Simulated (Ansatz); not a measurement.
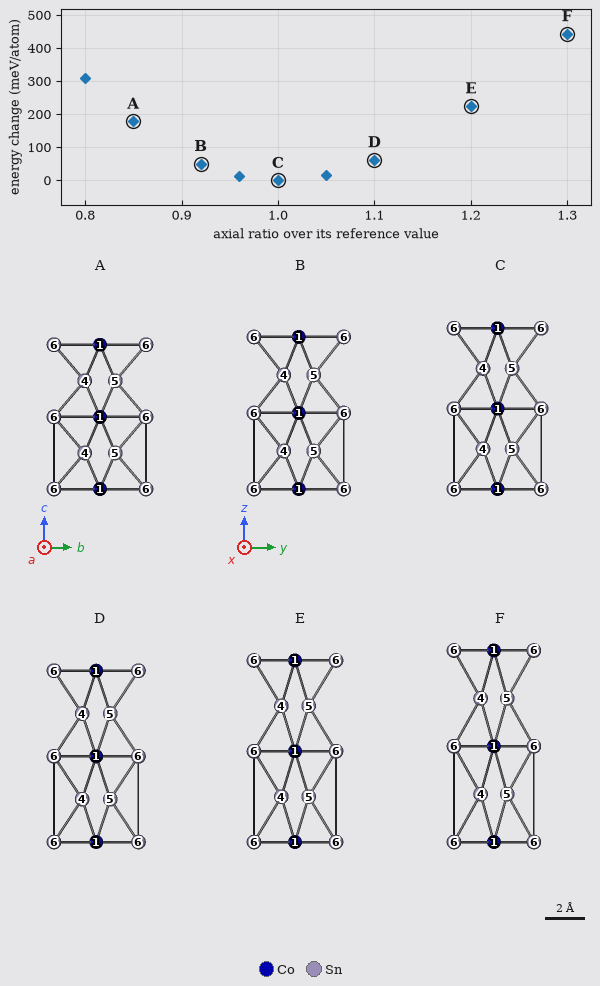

A scan of solid CoSn (P6/mmm): the ratio of the cell's length along z to its lengths across, counted as 1 for the reference, is changed at fixed volume (a c/a path), with the atoms kept at their fractional coordinates. x, y and z are the Cartesian axes of the input. The lettered frames are marked on the plot. Style: ball-and-stick. Shown: the cell of the calculation, repeated 1 × 1 × 2 with one cell outlined, along the a axis.

Theory: DFT PBEsol, scalar-relativistic, plane waves, PAW (Ansatz). Settings: plane-wave cutoff 420 eV; k-point mesh 12 × 12 × 12; occupations gaussian; smearing width 0.15 eV; no spin polarisation. Energies (free energies at the smearing named) are counted from the relaxed crystal.

> Describe the profile.

Of the computed points the lowest is at the relative ratio 1.00, 0 meV/atom. At the ends of the scan the energy is 310 meV/atom (0.80) and 444 meV/atom (1.30). The distortion keeps the space group P6/mmm. At the relative ratio 1.30 the cell of the drawing goes a 5.220 → 4.783 Å, b 5.220 → 4.783 Å, c 4.168 → 4.965 Å.

The computed points:

```csv
axial ratio over its reference value,energy change (meV/atom)
0.80,310
0.85,179
0.92,51
0.96,13
1.00,0
1.05,16
1.10,63
1.20,226
1.30,444
```
